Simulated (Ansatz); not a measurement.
**Geometry relaxation, with input and output: Ir (part 2 of 2)**

Continued. System: Ir (P6₃/mmc, 2 atoms in the cell). Method: DFT PBEsol, scalar-relativistic, plane waves, PAW, no spin polarisation (Ansatz 0.2.0); cutoff 420 eV, 18×18×10 k-mesh, Gaussian smearing of 0.1 eV. The structure was made by swapping elements on the sites of another compound; it need not be a known phase. It belongs to a series of runs on one base structure; here: Pb -> Ir on all its sites, cell and atoms relaxed.

Geometry of the input (Å; fractional positions):
```
2.7312  0.0000  0.0000
-1.3656  2.3653  0.0000
0.0000  0.0000  4.3692
Ir 0.3333  0.6667  0.2500
Ir 0.6667  0.3333  0.7500
```

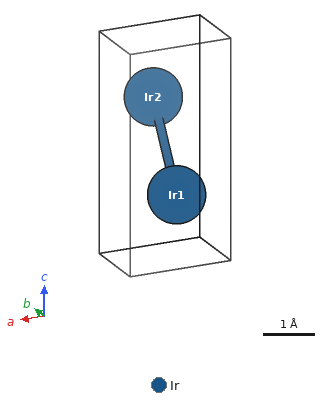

Figure 1. The geometry at step 2 of the log (ball-and-stick view of the cell of the calculation, seen at an oblique angle; atoms are numbered from 1 in the order of the input).

### Output, continued
```
SCF iter   1: F=—  HF=-23597.920491 eV  |F-HF|=—  |Δ(HF+E_count)|=         —  Δρ=6.28e-5  dr2=4.19e-7  ethr=1.61e-9  ⟨swp⟩=3.1  Hψ=25198  notcnv=0
preconditioner: auto → none  [metal: Δε(μ)=0.018 eV  Ē_g=8.106 eV  σ=0.100 eV  W_gap=0.10  n_scr=8 (ndim 8)  ℏωp=29.7 eV  f_vac=0.000  D(μ)=1.99/eV (n_scr^D=22)]
iter 2 did not close the SCF: its close was put off for the readings that it lacked (scf_convergence_deferred on its scf_iter line)
SCF iter   2: F=-23597.920511 eV  HF=-23597.920511 eV  |F-HF|=1.46e-9  |Δ(HF+E_count)|=   1.94e-5  Δρ=2.86e-5  dr2=6.45e-8  ethr=1.23e-9  ⟨swp⟩=2.3  Hψ=6561  notcnv=0
iter 3 did not close the SCF: its close was put off for the readings that it lacked (scf_convergence_deferred on its scf_iter line)
SCF iter   3: F=-23597.920511 eV  HF=-23597.920511 eV  |F-HF|=4.22e-10  |Δ(HF+E_count)|=   2.19e-9  Δρ=3.43e-6  dr2=1.48e-9  ethr=1.90e-10  ⟨swp⟩=1.8  Hψ=5883  notcnv=0
iter 4 did not close the SCF: its close was put off for the readings that it lacked (scf_convergence_deferred on its scf_iter line)
SCF iter   4: F=-23597.920511 eV  HF=-23597.920511 eV  |F-HF|=3.64e-12  |Δ(HF+E_count)|=  2.91e-11  Δρ=5.58e-7  dr2=2.38e-11  ethr=4.36e-12  ⟨swp⟩=2.1  Hψ=6840  notcnv=0
iter 5 did not close the SCF: its close was put off for the readings that it lacked (scf_convergence_deferred on its scf_iter line)
SCF iter   5: F=-23597.920511 eV  HF=-23597.920511 eV  |F-HF|=0.00e0  |Δ(HF+E_count)|=  3.64e-12  Δρ=5.44e-8  dr2=2.93e-13  ethr=1.00e-12  ⟨swp⟩=1.0  Hψ=4662  notcnv=0
SCF iter   6: F=-23597.920511 eV  HF=-23597.920511 eV  |F-HF|=3.64e-12  |Δ(HF+E_count)|=  7.28e-12  Δρ=1.03e-8  dr2=1.33e-14  ethr=1.00e-12  ⟨swp⟩=3.1  Hψ=16442  notcnv=0
SCF 4 converged in 6 iterations: F = -23597.920511 eV  dr2 = 1.33e-14
relax step   4: F+E_penalty+E_count = -23597.92051059 eV  Δ(F+E_penalty+E_count) = -1.957e-5 eV  max|allowed force component| = 9.714e-17 eV/Å  Δτ_max = 0.0000 Å  P = +0.119 GPa  Ω = 28.214 Å³  energy of the carried Pulay correction = -4.077e-6 eV  (6 SCF iters, dr2 threshold 2.00e-7 eV, accepted)
Crystal: 2 atoms, lattice volume = 28.223 Å³
iter 1 solved again at ethr=8.68e-11 eV; its pass at ethr=3.10e-3 eV (dr2=2.95e-8 eV) is discarded
SCF iter   1: F=—  HF=-23597.920491 eV  |F-HF|=—  |Δ(HF+E_count)|=         —  Δρ=1.58e-5  dr2=3.49e-8  ethr=8.68e-11  ⟨swp⟩=3.0  Hψ=26173  notcnv=0
preconditioner: auto → none  [metal: Δε(μ)=0.018 eV  Ē_g=8.103 eV  σ=0.100 eV  W_gap=0.10  n_scr=8 (ndim 8)  ℏωp=29.7 eV  f_vac=0.000  D(μ)=1.99/eV (n_scr^D=22)]
iter 2 did not close the SCF: its close was put off for the readings that it lacked (scf_convergence_deferred on its scf_iter line)
SCF iter   2: F=-23597.920510 eV  HF=-23597.920510 eV  |F-HF|=1.06e-9  |Δ(HF+E_count)|=   1.95e-5  Δρ=7.04e-6  dr2=4.46e-9  ethr=8.68e-11  ⟨swp⟩=2.0  Hψ=6405  notcnv=0
iter 3 did not close the SCF: its close was put off for the readings that it lacked (scf_convergence_deferred on its scf_iter line)
SCF iter   3: F=-23597.920510 eV  HF=-23597.920510 eV  |F-HF|=2.55e-11  |Δ(HF+E_count)|=   1.30e-9  Δρ=1.13e-6  dr2=1.43e-10  ethr=1.31e-11  ⟨swp⟩=1.3  Hψ=4961  notcnv=0
iter 4 did not close the SCF: its close was put off for the readings that it lacked (scf_convergence_deferred on its scf_iter line)
SCF iter   4: F=-23597.920510 eV  HF=-23597.920510 eV  |F-HF|=1.09e-11  |Δ(HF+E_count)|=  5.82e-11  Δρ=1.37e-7  dr2=1.46e-12  ethr=1.00e-12  ⟨swp⟩=2.2  Hψ=6651  notcnv=0
iter 5 did not close the SCF: its close was put off for the readings that it lacked (scf_convergence_deferred on its scf_iter line)
SCF iter   5: F=-23597.920510 eV  HF=-23597.920510 eV  |F-HF|=3.64e-12  |Δ(HF+E_count)|=  7.28e-12  Δρ=1.33e-8  dr2=1.39e-14  ethr=1.00e-12  ⟨swp⟩=1.0  Hψ=4662  notcnv=0
SCF iter   6: F=-23597.920510 eV  HF=-23597.920510 eV  |F-HF|=3.64e-12  |Δ(HF+E_count)|=  7.28e-12  Δρ=1.98e-9  dr2=5.52e-16  ethr=1.00e-12  ⟨swp⟩=2.6  Hψ=14363  notcnv=0
SCF 5 converged in 6 iterations: F = -23597.920510 eV  dr2 = 5.52e-16
relax step   5: F+E_penalty+E_count = -23597.92051013 eV  Δ(F+E_penalty+E_count) = +4.526e-7 eV  max|allowed force component| = 8.327e-17 eV/Å  Δτ_max = 0.0000 Å  P = -0.001 GPa  Ω = 28.223 Å³  energy of the carried Pulay correction = -7.901e-6 eV  (6 SCF iters, accepted)
Initial wavefunctions: pseudopotential atomic-orbital guess (no wavefunctions were taken with the density)
iter 1 solved again at ethr=5.74e-9 eV; its pass at ethr=3.10e-3 eV (dr2=1.95e-6 eV) is discarded
SCF iter   1: F=—  HF=-23597.920491 eV  |F-HF|=—  |Δ(HF+E_count)|=         —  Δρ=1.37e-4  dr2=1.34e-7  ethr=5.74e-9  ⟨swp⟩=3.4  Hψ=32455  notcnv=0
SCF iter   2: F=—  HF=-23597.920511 eV  |F-HF|=—  |Δ(HF+E_count)|=   2.05e-5  Δρ=6.81e-5  dr2=3.11e-8  ethr=3.95e-10  ⟨swp⟩=1.1  Hψ=4679  notcnv=0
SCF iter   3: F=—  HF=-23597.920511 eV  |F-HF|=—  |Δ(HF+E_count)|=   3.12e-7  Δρ=2.97e-6  dr2=2.73e-10  ethr=9.13e-11  ⟨swp⟩=1.0  Hψ=4662  notcnv=0
iter 4 did not close the SCF: its close was put off for the readings that it lacked (scf_convergence_deferred on its scf_iter line)
SCF iter   4: F=-23597.920511 eV  HF=-23597.920511 eV  |F-HF|=7.28e-12  |Δ(HF+E_count)|=  4.37e-10  Δρ=2.68e-7  dr2=3.66e-12  ethr=1.00e-12  ⟨swp⟩=2.2  Hψ=6947  notcnv=0
iter 5 did not close the SCF: its close was put off for the readings that it lacked (scf_convergence_deferred on its scf_iter line)
SCF iter   5: F=-23597.920511 eV  HF=-23597.920511 eV  |F-HF|=7.28e-12  |Δ(HF+E_count)|=  1.09e-11  Δρ=3.81e-8  dr2=2.12e-13  ethr=1.00e-12  ⟨swp⟩=1.0  Hψ=4662  notcnv=0
iter 6 did not close the SCF: its close was put off for the readings that it lacked (scf_convergence_deferred on its scf_iter line)
SCF iter   6: F=-23597.920511 eV  HF=-23597.920511 eV  |F-HF|=3.64e-12  |Δ(HF+E_count)|=  7.28e-12  Δρ=5.45e-9  dr2=2.65e-15  ethr=1.00e-12  ⟨swp⟩=1.0  Hψ=4662  notcnv=0
iter 7 did not close the SCF: its close was put off for the readings that it lacked (scf_convergence_deferred on its scf_iter line)
SCF iter   7: F=-23597.920511 eV  HF=-23597.920511 eV  |F-HF|=1.46e-11  |Δ(HF+E_count)|=  1.82e-11  Δρ=1.33e-9  dr2=2.01e-16  ethr=1.00e-12  ⟨swp⟩=1.0  Hψ=4662  notcnv=0
SCF iter   8: F=-23597.920511 eV  HF=-23597.920511 eV  |F-HF|=1.09e-11  |Δ(HF+E_count)|=  1.82e-11  Δρ=2.13e-10  dr2=2.77e-18  ethr=1.00e-12  ⟨swp⟩=1.9  Hψ=11140  notcnv=0
SCF 6 converged in 8 iterations: F = -23597.920511 eV  dr2 = 2.77e-18
relax step   6: F+E_penalty+E_count = -23597.92051135 eV  Δ(F+E_penalty+E_count) = -1.216e-6 eV  max|allowed force component| = 9.714e-17 eV/Å  Δτ_max = 0.0000 Å  P = -0.002 GPa  Ω = 28.223 Å³  stress off target by 9.96e-3 GPa  SCF on the basis re-selected at this cell (its energy is not comparable with the rows above)  (8 SCF iters)
basis re-selected at this cell: Δ(F+E_penalty+E_count) = -1.216e-6 eV, ΔP = -0.001 GPa vs the last step (what re-selecting the basis moved, of the pressure what is left beyond the Pulay correction that the steps carried, after the strain that the cell walked since its last selection, with what the two solves' SCF thresholds leave and, on support functions, any second-order correction that the steps lacked; it is no measure of the basis error at this ecutwfc). This SCF's stress stands 9.96e-3 GPa from its target on what of the cell is left free (relax.cell.stress_tol is 1.00e-1 GPa) and its largest allowed force component is 9.71e-17 eV/Å (relax.f_tol is 1.00e-2 eV/Å): within both
SCF converged after 8 iterations
Free energy (F): -23597.920511 eV
Harris-Foulkes:  -23597.920511 eV  (|F-HF|=1.09e-11)
Internal energy: -23597.910569 eV  (E = F + TS)
E sigma→0 (E₀):  -23597.915540 eV
Entropy (-TS):   -0.009942 eV (-4.971 meV/atom)
Fermi energy:    25.869120 eV
--- Per-component energies (eV) ---
  E_band       = -167.948282
  E_kinetic    = 1246.932329
  E_local      = -2127.473417  (includes V_loc(G=0)·N_el)
  E_nonlocal   = 151.646765
  E_hartree    = 814.816297
  E_xc         = -533.208277
  E_vxc        = -599.667525  (∫ρ·V_xc dr)
  E_paw        = -18177.466936  (= ΣΔE_a)
  E_vpaw       = -469.019132  (= ΣTr[D̂ρ^β])
  E_aug_tail   = 0.000103  (compensation charges beyond the density's cutoff)
  E_ewald      = -4973.688003
  E_core_change = 0.530570  (= ΣΔE_core)
  E_smearing   = -0.009942  (= −TS)
  E_closure    = 0.000000  (closes the sum)
  Σ components = -23597.920511   (vs F -23597.920511, Δ=0.00e0)
--- Forces (eV/Å), atoms counted from 1 ---
  atom   1  Ir     0.00000000    -0.00000000     0.00000000
  atom   2  Ir    -0.00000000     0.00000000    -0.00000000
  max |Σ_I F_I| component: 1.85e-17 eV/Å
--- Stress (GPa, compression-positive) ---
        0.002386      -0.000000      -0.000000
       -0.000000       0.002386      -0.000000
        0.000000      -0.000000      -0.009962
  P = ⅓ Tr σ = -0.0017 GPa (-0.017 kbar)
--- Band table (eV; the first three rows and the last of 222) ---
  k-point 0: bands = ["-67.1485", "-67.0793", "-24.4186", "-23.7103", "-23.7103", "-23.6041", "-23.5928", "-23.5928", "14.5269", "17.5902", "21.8688", "21.9668", "21.9668", "22.6356", "22.6356", "23.4477", "23.4477", "24.9696", "26.1399", "26.1399", "32.9436"]
  k-point 1: bands = ["-67.1468", "-67.0810", "-24.3995", "-23.7075", "-23.7075", "-23.6249", "-23.5957", "-23.5957", "14.6413", "17.5982", "21.8142", "21.9126", "21.9126", "22.5749", "22.5749", "23.5921", "23.5921", "24.5422", "26.1389", "26.1389", "33.5339"]
  k-point 2: bands = ["-67.1419", "-67.0859", "-24.3438", "-23.6992", "-23.6992", "-23.6850", "-23.6041", "-23.6041", "14.9748", "17.6014", "21.6674", "21.8118", "21.8118", "22.4151", "22.4151", "23.5712", "23.9549", "23.9549", "26.1093", "26.1093", "35.0035"]
  k-point 221: bands = ["-67.0655", "-67.0655", "-24.2417", "-24.2417", "-24.0682", "-24.0682", "-23.7512", "-23.7512", "19.4642", "19.4642", "20.3208", "20.3208", "21.6443", "21.6443", "23.4167", "23.4167", "26.1667", "26.1667", "33.0115", "33.0115", "33.6696"]
--- Relaxed structure (5 steps of the walk, 5 accepted, 1 SCFs on fresh bases) ---
  F+E_penalty+E_count = -23597.92051135 eV   max|allowed force component| = 9.714e-17 eV/Å   (the final SCF, on the basis selected at the relaxed cell)
  cell:  # Å, volume = 28.2226 Å³
    - [2.7190233390161116, -2.8738880343520756e-11, -2.354910184854855e-30]
    - [-1.3595116694831668, 2.35474328508511, 1.9388571349102382e-19]
    - [1.860908789987285e-32, 3.5814774717599996e-19, 4.407985196025079]
  atoms:
    - { symbol: Ir, position: [0.3333333333333333, 0.6666666666666666, 0.24999999999999997] }
    - { symbol: Ir, position: [0.6666666666666666, 0.3333333333333333, 0.7500000000000001] }
```

### Trajectory as extended XYZ (Å, eV, eV/Å), 6 frames, from step=1 to step=6
```
2
Lattice="2.7312 0.0000 0.0000 -1.3656 2.3653 0.0000 0.0000 0.0000 4.3692" Properties=species:S:1:pos:R:3:forces:R:3 step=1 energy=-23597.91615 pressure_GPa=0.13
Ir    0.0000    1.5769    1.0923    0.0000   0.0000   0.0000
Ir    1.3656    0.7884    3.2769    0.0000   0.0000   0.0000
2
Lattice="2.7091 0.0000 0.0000 -1.3546 2.3462 0.0000 0.0000 0.0000 4.4379" Properties=species:S:1:pos:R:3:forces:R:3 step=2 energy=-23597.91794 pressure_GPa=0.20
Ir    0.0000    1.5641    1.1095    0.0000   0.0000   0.0000
Ir    1.3546    0.7821    3.3284    0.0000   0.0000   0.0000
2
Lattice="2.7191 0.0000 0.0000 -1.3596 2.3548 0.0000 0.0000 0.0000 4.4099" Properties=species:S:1:pos:R:3:forces:R:3 step=3 energy=-23597.92049 pressure_GPa=-0.20
Ir    0.0000    1.5699    1.1025    0.0000   0.0000   0.0000
Ir    1.3596    0.7849    3.3074    0.0000   0.0000   0.0000
2
Lattice="2.7188 0.0000 0.0000 -1.3594 2.3546 0.0000 0.0000 0.0000 4.4073" Properties=species:S:1:pos:R:3:forces:R:3 step=4 energy=-23597.92051 pressure_GPa=0.12
Ir    0.0000    1.5697    1.1018    0.0000   0.0000   0.0000
Ir    1.3594    0.7849    3.3055    0.0000   0.0000   0.0000
2
Lattice="2.7190 0.0000 0.0000 -1.3595 2.3547 0.0000 0.0000 0.0000 4.4080" Properties=species:S:1:pos:R:3:forces:R:3 step=5 energy=-23597.92051 pressure_GPa=-0.00
Ir    0.0000    1.5698    1.1020    0.0000   0.0000   0.0000
Ir    1.3595    0.7849    3.3060    0.0000   0.0000   0.0000
2
Lattice="2.7190 0.0000 0.0000 -1.3595 2.3547 0.0000 0.0000 0.0000 4.4080" Properties=species:S:1:pos:R:3:forces:R:3 step=6 energy=-23597.92051 pressure_GPa=-0.00
Ir    0.0000    1.5698    1.1020    0.0000   0.0000   0.0000
Ir    1.3595    0.7849    3.3060    0.0000   0.0000   0.0000
```

### Results in brief

| quantity | value |
| --- | --- |
| outcome | converged |
| space group (tolerance 0.01 Å) | P6₃/mmc (194) |
| electrons treated | 34 |
| free energy | −23597.9205 eV |
| Fermi energy | 25.869 eV |
| gap on the k-point mesh | none (metallic) |
| pressure | 0.00 GPa |
| final volume | 28.22 Å³ |
| largest force (length of the vector) at the end | under 0.001 eV/Å |
| final cell | a = 2.719 Å, b = 2.719 Å, c = 4.408 Å, α = 90.00°, β = 90.00°, γ = 120.00° |
| hardware | 1 thread of Intel Xeon (Granite Rapids), 128 GiB of memory available, shared host |
| wall time | 19 s |
| peak memory | 0.43 GiB |

### Remarks

Spin–orbit coupling is left out, which matters for Ir.
